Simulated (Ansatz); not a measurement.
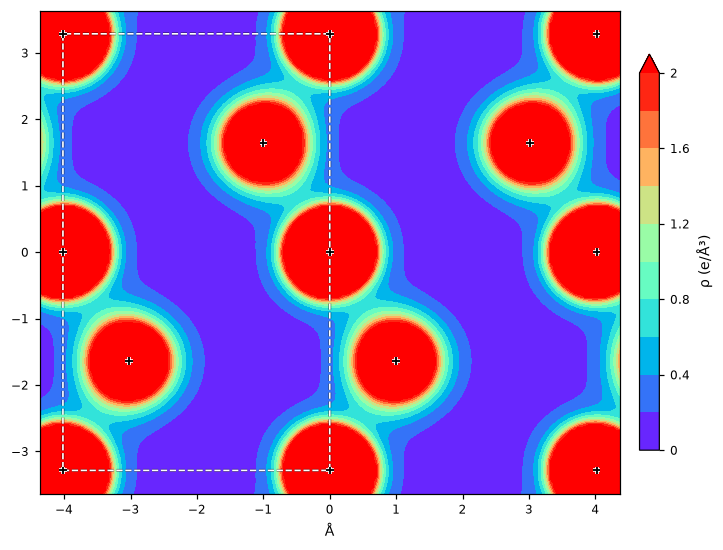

The valence charge density (pseudo) on a plane through atoms (crosses mark nuclei in the plane).

Theory: Kohn-Sham DFT of a periodic cell, r2SCAN, Ansatz PAW in Ansatz 0.2.0.

Candidates:
A. CuO, a = 4.07 Å, b = 4.02 Å, c = 5.14 Å, α = 90.00°, β = 90.27°, γ = 90.00°. Space group C2/c; a structure from a database of computed crystals, not necessarily the ambient phase; computed pressure about 3 GPa in this cell.
B. WS, a = 3.01 Å, b = 3.01 Å, c = 3.01 Å, α = 90.00°, β = 90.00°, γ = 90.00°. Space group Pm-3m; a generated structure, not necessarily the stable one; computed pressure about −3 GPa in this cell.

Question: Which system is this?

Answer: Candidate A: CuO on the (101) plane of the conventional cell, which holds Cu and O. Cu–O (1.92 Å): ρ at the midpoint is about 0.69 e/Å³.
